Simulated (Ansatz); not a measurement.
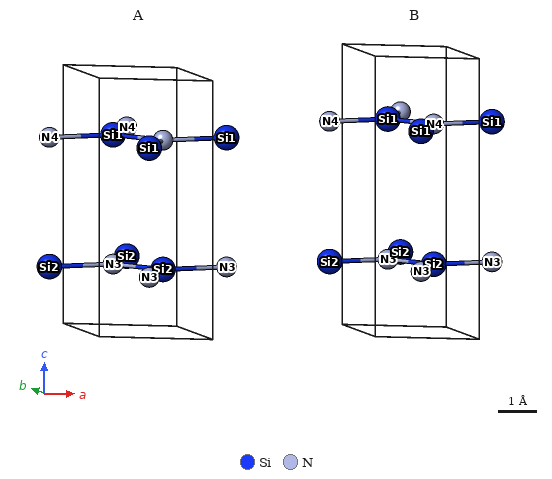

Two geometries of crystalline SiN (a generated structure, set up in P6_3/mmc) (coarse preliminary run), drawn at one scale. One is the start of a relaxation, the other its converged end. Style: ball-and-stick. Shown: the cell of the calculation, slightly off an axis.

Computed with DFT PBE, scalar-relativistic, plane waves, PAW in Ansatz. Set-up: plane-wave cutoff 420 eV; k-point mesh 6 × 6 × 4; occupations gaussian; smearing width 0.1 eV; no spin polarisation; cell and atoms relaxed; force threshold 0.04 eV/Å; at most 70 steps.

Q: Which of the two is the end point?

A: Structure A is the relaxed one. No atom moves by more than 0.005 Å relative to the cell. Cell: a = b 2.805 → 3.059 Å (+9.1 %), c 7.450 → 6.869 Å (−7.8 %). Volume +9.7 %. Near-neighbour distances that change, for instance: Si1–N4 1.619 → 1.766 Å. The space group stays P6_3/mmc (No. 194). Over 5 accepted moves (7 points after the start) the energy falls by 394 meV per atom. All forces vanish by symmetry, so only the cell relaxes. Pressure: 41.63 GPa at the start and 0.04 GPa at the end. At 2 points the geometry stayed and the basis and grid were re-selected for the new cell (energy shift of 7.6 meV per atom at most each time).

Limits of the set-up: the k-point mesh is coarse for a cell with partly filled bands.
